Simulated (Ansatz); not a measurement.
Consider SnO.

Input

```
crystal:
  lattice:
    - [3.13193, 0.0, 0.0]
    - [0.0, 3.13193, 0.0]
    - [0.0, 0.0, 3.13193]
  atoms:
    - { symbol: Sn, position: [0.0, 0.0, 0.0] }
    - { symbol: O, position: [0.5, 0.5, 0.5] }
hamiltonian:
  xc: { exchange: pbe, correlation: pbe, exx: { coeff: 0.25, omega: 0.6 } }
  pseudopotentials: { kind: paw }
kpoints:
  mp_grid: { grid: [5, 5, 5] }
scf:
  occupations: { method: fermi_dirac, width: 0.05 }
output:
  forces: true
  stress: true
  eigenvalues: true
  write_density: true
  write_potential: true
  elf: true
  volumetric_format: npy
```

Below, planes, directions and counts refer to the conventional cell (a = 3.13 Å, b = 3.13 Å, c = 3.13 Å, α = 90.00°, β = 90.00°, γ = 90.00°).

Space group Pm-3m; a generated structure, not necessarily the stable one; computed pressure about −3 GPa in this cell.

The calculation used Kohn-Sham DFT of a periodic cell, HSE06 form with a typed share of exact exchange, Ansatz PAW (Ansatz 0.2.0).

**What can the converged valence pseudo-density and electron localisation function tell about the bonding?**

Sn–O (2.71 Å): ρ at the midpoint is about 0.2 e/Å³; the ELF is about 0.15 at the midpoint: no localised pair shows between them.

**Does the calculation give a band gap?**

It is gapped, with a Kohn–Sham gap of 1.6 eV on the k-point mesh, an upper bound to the gap of this method.

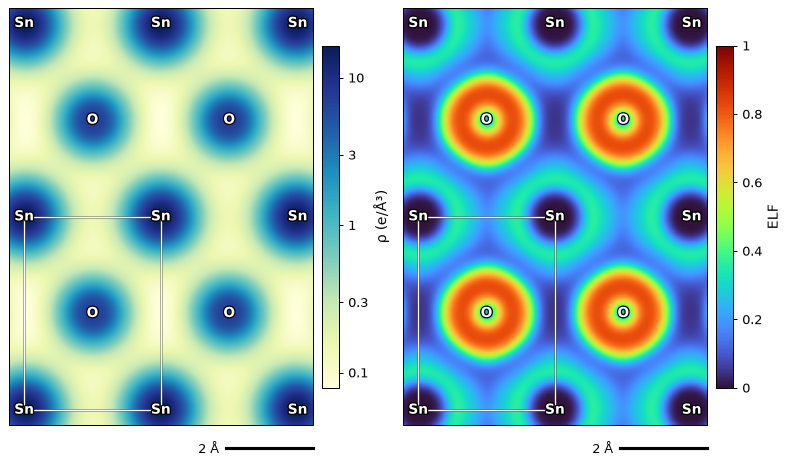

Computed valence pseudo-density and electron localisation function on the (011̄) plane of the conventional cell, in this order. 

Core electrons are frozen (PAW), and the valence fields are smoothed inside the atomic spheres.
